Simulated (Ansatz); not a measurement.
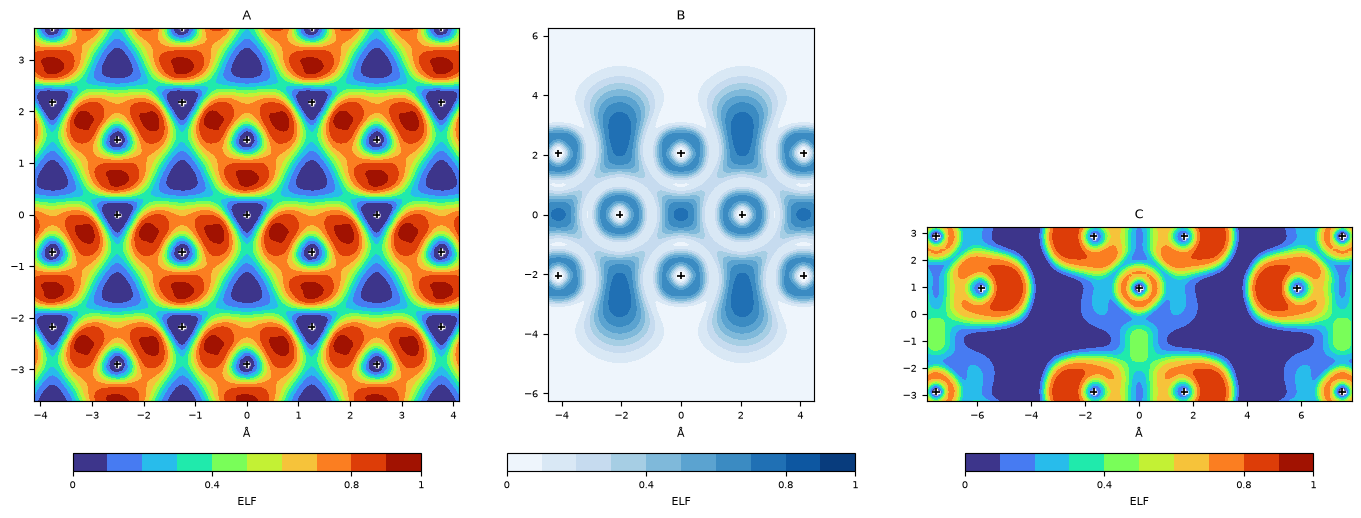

The electron localisation function of 3 systems, each on a plane through atoms (crosses mark nuclei in the plane).

Computed with DFT PBE, scalar-relativistic, plane waves, PAW in Ansatz 0.2.0.

System 1: Ti (slab), the (11̄0) plane of the calculation cell, a cut from vacuum to vacuum. Changed on purpose from its base cell (repeats removed: 3); not relaxed (largest force 0.6 eV/Å); computed without spin polarisation.

```
CELL_PARAMETERS angstrom
2.90765 0.00000 0.00000
0.00000 2.90765 0.00000
0.00000 0.00000 19.11204
ATOMIC_POSITIONS crystal
Ti 0.50000 0.50000 0.39242
Ti 0.00000 0.00000 0.50000
Ti 0.50000 0.50000 0.60758
```

System 2: BN, the (001) plane of the conventional cell. Space group P6₃/mmc; a structure from a database of computed crystals, not necessarily the ambient phase.

```
B N
1.0
     2.51218    0.00000    0.00000
    -1.25609    2.17561    0.00000
     0.00000    0.00000    8.34316
B N
2 2
Direct
  0.33333 0.66667 0.25000
  0.66667 0.33333 0.75000
  0.33333 0.66667 0.75000
  0.66667 0.33333 0.25000
```

System 3: WSe2, the (110) plane of the conventional cell. Space group P6₃/mmc; a structure from a database of computed crystals, not necessarily the ambient phase.

```
W Se
1.0
     3.32099    0.00000    0.00000
    -1.66049    2.87606    0.00000
     0.00000    0.00000   15.04382
W Se
2 4
Cartesian
  1.6605 0.9587 11.2829
  0.0000 1.9174 3.7610
  0.0000 1.9174 12.9609
  1.6605 0.9587 5.4389
  0.0000 1.9174 9.6049
  1.6605 0.9587 2.0830
```

Q: Which map belongs to which system?

A: Panel A is system 2, BN: the plane holds B and N. B–N (1.45 Å): the ELF peaks at about 0.95 between the atoms (a shared but strongly polarised pair). Panel B is system 1, Ti: the plane holds Ti. Ti–Ti (2.91 Å): the ELF is about 0.25 at the midpoint (no shared electron pair shows on this line). Panel C is system 3, WSe2: the plane holds W and Se. W–Se (2.55 Å): the ELF is about 0.55 at the midpoint.
